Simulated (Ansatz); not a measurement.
## Run report: Ti3Al, single-point calculation

The run: single-point calculation of Ti3Al (P6₃/mmc, 8 atoms in the cell). Method and program: DFT r2SCAN, scalar-relativistic, plane waves, PAW, no spin polarisation (Ansatz 0.2.0).

The structure derives from an entry of the Crystallography Open Database. It belongs to a series of runs on one base structure; here: bulk in the cell of the (0 0 1) plane. Figures and captions count atoms from 1; the log counts them from 0 in places.

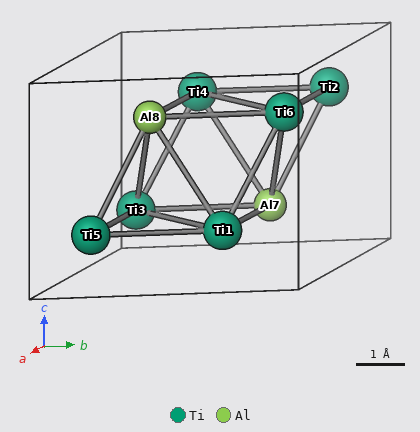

Figure 1. The structure (ball-and-stick view of the cell of the calculation, seen slightly off an axis; atoms are numbered from 1 in the order of the input). An atom can appear more than once, as a periodic image. Near neighbours in the periodic cell (some may lie outside the picture): Ti has 4 Al at 2.83 to 2.87 Å and 8 Ti at 2.81 to 2.93 Å; Al has 12 Ti at 2.83 to 2.87 Å.

Key numbers:

- outcome: converged
- space group (tolerance 0.01 Å): P6₃/mmc (194)
- electrons treated: 78
- free energy: −16109.5203 eV
- Fermi energy: 12.237 eV
- gap on the k-point mesh: none (metallic)
- pressure: −0.01 GPa
- largest force (length of the vector): 0.001 eV/Å
- hardware: 4 threads of Intel Xeon (Granite Rapids), 32 GiB of memory available, shared host
- wall time: 3.5 s (CPU time 13 s)
- peak memory: 0.93 GiB

Input file:
```yaml
crystal:
  lattice:
    - [5.7469395395, 0.0, 0.0]
    - [-2.8734697697, 4.9769956352, 0.0]
    - [0.0, 0.0, 4.6311298888]
  atoms:
    - { symbol: Ti, position: [0.8297755548, 0.6595511096, 0.25] }
    - { symbol: Ti, position: [0.1702244452, 0.8297755548, 0.75] }
    - { symbol: Ti, position: [0.3404488904, 0.1702244452, 0.25] }
    - { symbol: Ti, position: [0.1702244452, 0.3404488904, 0.75] }
    - { symbol: Ti, position: [0.8297755548, 0.1702244452, 0.25] }
    - { symbol: Ti, position: [0.6595511096, 0.8297755548, 0.75] }
    - { symbol: Al, position: [0.3333333333, 0.6666666667, 0.25] }
    - { symbol: Al, position: [0.6666666667, 0.3333333333, 0.75] }
basis:
  ecutwfc: 500
kpoints:
  mp_grid: { grid: [6, 6, 8] }
hamiltonian:
  xc: r2scan
scf:
  occupations: { method: gaussian, width: 0.1 }
output:
  forces: true
  stress: true
  eigenvalues: true
```

Run as:
```bash
ansatz run input.yaml --threads 4 --pin off --max-ram 10240MiB --backend cpu --events-out ev --progress --plain --runs-dir out
```

The program's output:
```
Engine: ansatz 0.2.0, x86_64-unknown-linux-gnu
Pseudopotentials: kind: paw
Pseudopotential: Ti, paw, valence charge 12, recommended cutoff 500 eV (meta_gga), Ti.paw.azcp
Pseudopotential: Al, paw, valence charge 3, recommended cutoff 500 eV (meta_gga), Al.paw.azcp
Functional definition: r2SCAN
  parameter k0 = 0.174
  parameter k1 = 0.065
  parameter a1 = 4.9479
  exchange = r2scan_x(k0 = k0, k1 = k1, a1 = a1)
  correlation = r2scan_c
Crystal: 8 atoms, lattice volume = 132.462 Å³
Basis set: ecut = 500 eV, 3389 PW (Γ), exchange–correlation on 180×180×144 points (64 copies of the dense FFT grid, shifted against one another)
Bands: 47, of which v1, the nominal top of the filled ones, is band 39 counted from 1 (38 counted from 0)
Symmetry: 24 space group operations
Space group: P63/mmc (ITA 194), of the structure as read, at distance tolerance 5.1e-5 Å
k-points: 35 of 288
Non-local potential: Ti, projectors of the file, l = 0: 3, l = 1: 2, l = 2: 3, l = 3: 1
Non-local potential: Al, projectors of the file, l = 0: 2, l = 1: 2, l = 2: 1
PAW form: soft (Blöchl's): semilocal exchange-correlation on the pseudo side does not see the compensation charge
PAW frozen core: Ti, regenerated for the run's functional (the file was generated under x = pbe(κ = 0.804, μ = 0.2195149727645171), c = pbe(β = 0.06672455060314922))
PAW frozen core: Al, regenerated for the run's functional (the file was generated under x = pbe(κ = 0.804, μ = 0.2195149727645171), c = pbe(β = 0.06672455060314922))
PAW one-centre angular grid: Ti, 590 points (default); XC on 160 Gauss nodes
PAW one-centre angular grid: Al, 302 points (default); XC on 160 Gauss nodes
Initial density: superposition of atomic densities (neutral atoms: chi_scale 0, normalization atom), corrected by the library's trained network
Initial wavefunctions: pseudopotential atomic-orbital guess
Functional: x = r2scan, c = r2scan; τ floored in thin density (d = 2e-4 eV/Å³)
SCF iter   1: F=—  HF=-16109.368590 eV  |F-HF|=—  |Δ(HF+E_count)|=         —  Δρ=1.52e-2  dr2=2.82e-1  dr2_τ=6.75e-2  ethr=1.77e-3  ⟨swp⟩=7.1  Hψ=6764  notcnv=0
preconditioner: auto → Kerker (q_TF=auto, 2.498 Å⁻¹)  [metal: Δε(μ)=0.032 eV  Ē_g=3.300 eV  σ=0.100 eV  W_gap=0.17  n_scr=26 (ndim 8)  ℏωp=17.7 eV  f_vac=0.000  D(μ)=4.27/eV (n_scr^D=26)]
SCF iter   2: F=—  HF=-16109.514740 eV  |F-HF|=—  |Δ(HF+E_count)|=   1.46e-1  Δρ=5.29e-3  dr2=2.85e-2  dr2_τ=3.01e-3  ethr=3.61e-4  ⟨swp⟩=2.3  Hψ=3277  notcnv=0  defer=71
SCF iter   3: F=—  HF=-16109.517579 eV  |F-HF|=—  |Δ(HF+E_count)|=   2.84e-3  Δρ=2.41e-3  dr2=5.14e-3  dr2_τ=4.14e-4  ethr=3.66e-5  ⟨swp⟩=2.0  Hψ=1979  notcnv=0  defer=71
SCF iter   4: F=—  HF=-16109.520305 eV  |F-HF|=—  |Δ(HF+E_count)|=   2.73e-3  Δρ=4.34e-4  dr2=2.31e-4  dr2_τ=7.19e-6  ethr=6.59e-6  ⟨swp⟩=2.2  Hψ=2268  notcnv=0  defer=71
SCF iter   5: F=—  HF=-16109.520352 eV  |F-HF|=—  |Δ(HF+E_count)|=   4.68e-5  Δρ=7.69e-5  dr2=4.71e-6  dr2_τ=3.87e-7  ethr=2.97e-7  ⟨swp⟩=2.0  Hψ=2103  notcnv=0  defer=71
SCF iter   6: F=—  HF=-16109.520323 eV  |F-HF|=—  |Δ(HF+E_count)|=   2.93e-5  Δρ=1.71e-5  dr2=3.81e-7  dr2_τ=1.55e-8  ethr=6.04e-9  ⟨swp⟩=2.3  Hψ=2379  notcnv=0  defer=71
SCF iter   7: F=-16109.520323 eV  HF=-16109.520323 eV  |F-HF|=1.58e-8  |Δ(HF+E_count)|=   1.39e-7  Δρ=5.17e-6  dr2=4.68e-8  dr2_τ=1.79e-9  ethr=1.28e-10  ⟨swp⟩=10.7  Hψ=6449  notcnv=0
SCF 1 converged in 7 iterations: F = -16109.520323 eV  dr2 = 4.68e-8
  greatest PAW one-centre occupation: 1.001 electrons in one spin orbital (limit 2), on the Ti atom at site 3 (counted from 0), in its partial waves of l = 1
SCF converged after 7 iterations
Free energy (F): -16109.520323 eV
Harris-Foulkes:  -16109.520323 eV  (|F-HF|=1.58e-8)
Internal energy: -16109.499905 eV  (E = F + TS)
E sigma→0 (E₀):  -16109.510114 eV
Entropy (-TS):   -0.020418 eV (-2.552 meV/atom)
Fermi energy:    12.236555 eV
--- Per-component energies (eV) ---
  E_band       = -1045.363436
  E_kinetic    = 1684.983487
  E_local      = -5565.202358  (includes V_loc(G=0)·N_el)
  E_nonlocal   = 65.218592
  E_hartree    = 2331.529417
  E_xc         = -632.543423
  E_vxc        = -861.013177  (∫ρ·V_xc dr)
  E_paw        = -7288.144570  (= ΣΔE_a)
  E_vpaw       = -1089.496914  (= ΣTr[D̂ρ^β])
  E_aug_tail   = 0.000555  (compensation charges beyond the density's cutoff)
  E_vtau       = 57.098099  (kinetic-family band-sum trace: ∫τ·v_τ [+ j·A + Jᵃ·Aᵃ] dr)
  E_ewald      = -6703.700646
  E_core_change = -1.640959  (= ΣΔE_core)
  E_smearing   = -0.020418  (= −TS)
  E_closure    = -0.000000  (closes the sum)
  Σ components = -16109.520323   (vs F -16109.520323, Δ=0.00e0)
--- Forces (eV/Å), atoms counted from 1 ---
  atom   1  Ti     0.00000000     0.00086439     0.00000000
  atom   2  Ti    -0.00074858     0.00043219     0.00000000
  atom   3  Ti    -0.00074858    -0.00043219     0.00000000
  atom   4  Ti    -0.00000000    -0.00086439     0.00000000
  atom   5  Ti     0.00074858    -0.00043219     0.00000000
  atom   6  Ti     0.00074858     0.00043219     0.00000000
  atom   7  Al     0.00000000    -0.00000000     0.00000000
  atom   8  Al    -0.00000000     0.00000000     0.00000000
  max |Σ_I F_I| component: 9.96e-18 eV/Å
--- Stress (GPa, compression-positive) ---
       -0.010802      -0.000000       0.000000
       -0.000000      -0.010802       0.000000
        0.000000       0.000000      -0.008467
  P = ⅓ Tr σ = -0.0100 GPa (-0.100 kbar)
--- Band table (eV; the first three rows and the last of 35) ---
  k-point 0: bands = ["-46.7332", "-46.6333", "-46.6321", "-46.6321", "-46.5842", "-46.5842", "-22.1912", "-22.1813", "-22.0464", "-22.0341", "-22.0341", "-21.9846", "-21.9846", "-21.9777", "-21.9777", "-21.8293", "-21.7440", "-21.7440", "-21.6800", "-21.6492", "-21.5722", "-21.5722", "-21.5689", "-21.5689", "4.1060", "7.0996", "9.7323", "9.9146", "9.9146", "9.9421", "10.0031", "10.0031", "10.2937", "10.9403", "10.9403", "11.3080", "11.3080", "11.7612", "11.8164", "12.1497", "13.1012", "13.1012", "13.1434", "13.3015", "13.3015", "14.4449", "14.4449"]
  k-point 1: bands = ["-46.7295", "-46.6371", "-46.6302", "-46.6302", "-46.5860", "-46.5860", "-22.1853", "-22.1797", "-22.0748", "-22.0748", "-22.0386", "-21.9969", "-21.9969", "-21.9319", "-21.9319", "-21.8225", "-21.7356", "-21.7356", "-21.6966", "-21.6562", "-21.5723", "-21.5723", "-21.5696", "-21.5696", "4.2291", "7.0307", "9.7583", "9.7807", "10.0029", "10.0029", "10.0173", "10.0173", "10.1327", "11.0061", "11.0061", "11.2640", "11.2640", "11.7546", "11.8717", "12.3706", "13.1573", "13.1573", "13.2215", "13.2215", "13.2309", "14.3871", "14.4492"]
  k-point 2: bands = ["-46.7187", "-46.6480", "-46.6250", "-46.6250", "-46.5912", "-46.5912", "-22.1753", "-22.1734", "-22.1137", "-22.1137", "-22.0406", "-22.0406", "-22.0112", "-21.8589", "-21.8589", "-21.8033", "-21.7435", "-21.7226", "-21.7226", "-21.6759", "-21.5731", "-21.5731", "-21.5715", "-21.5715", "4.5857", "6.8155", "9.3547", "9.3749", "10.0665", "10.0665", "10.2171", "10.2171", "10.4337", "11.1861", "11.1861", "11.1888", "11.1888", "11.7921", "11.9655", "12.7058", "13.0266", "13.0266", "13.2190", "13.2190", "13.4880", "14.0895", "14.3780"]
  k-point 34: bands = ["-46.6551", "-46.6551", "-46.6367", "-46.6367", "-46.6082", "-46.6082", "-22.1039", "-22.1039", "-22.0518", "-22.0518", "-21.9956", "-21.9956", "-21.8790", "-21.8790", "-21.8785", "-21.8785", "-21.7786", "-21.7786", "-21.7077", "-21.7077", "-21.6838", "-21.6838", "-21.6069", "-21.6069", "6.7271", "6.7271", "8.2430", "8.2430", "9.0971", "9.0971", "10.6922", "10.6922", "11.0775", "11.0775", "11.8582", "11.8582", "11.9285", "11.9285", "12.1675", "12.1675", "12.8839", "12.8839", "13.2362", "13.2362", "13.2410", "13.2410", "13.9141"]
```

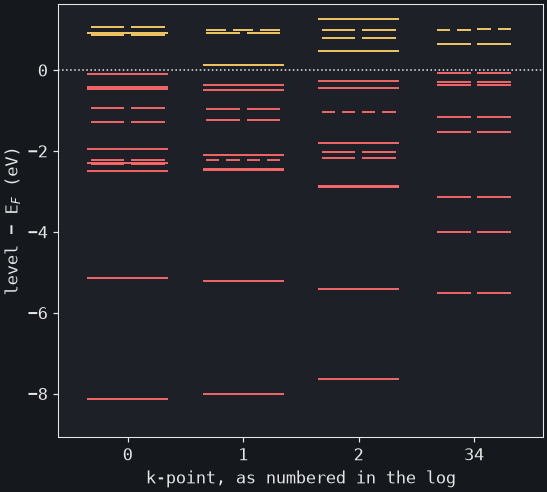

Figure 2. Kohn–Sham levels near the Fermi level (dotted) at the few k-points that the log prints; levels within 0.02 eV of each other stand side by side. The system is metallic on the full mesh.
